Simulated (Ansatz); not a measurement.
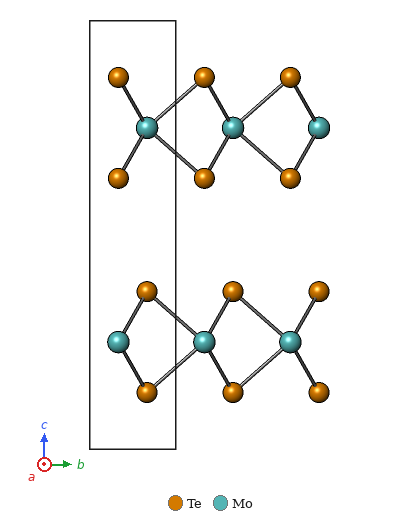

The picture looks along a close-packed row of the hexagonal mesh; c points upwards. Every atom sits on one of the three columns of the mesh; call them A, B, C in the order in which they first turn up. The sequence starts with the first layer at or above the cell's origin.

System Te₂Mo; source of the atomic positions: the geometry relaxed with Ansatz, DFT PBE, scalar-relativistic, plane waves, PAW.

Question: List the layers of one repeat.

Answer: Te(A) – Mo(B) – Te(A) – Te(B) – Mo(A) – Te(B) (six layers in 15.35 Å).

Question: How are the Te layers alone stacked?

Answer: Te layers alone: AABB, a sequence in which some neighbouring layers lie directly above each other.

Question: Which positions between or in the Te layers do the other atoms fill?

Answer: Mo: two trigonal-prismatic sites (per hexagonal cell). Two of the four gaps between Te layers are empty, 4.06 Å wide.

Question: What short polytype symbol fits?

Answer: Polytype symbol 2H, the symbol of a layered MX2 polytype (number of slabs in the repeat and lattice).
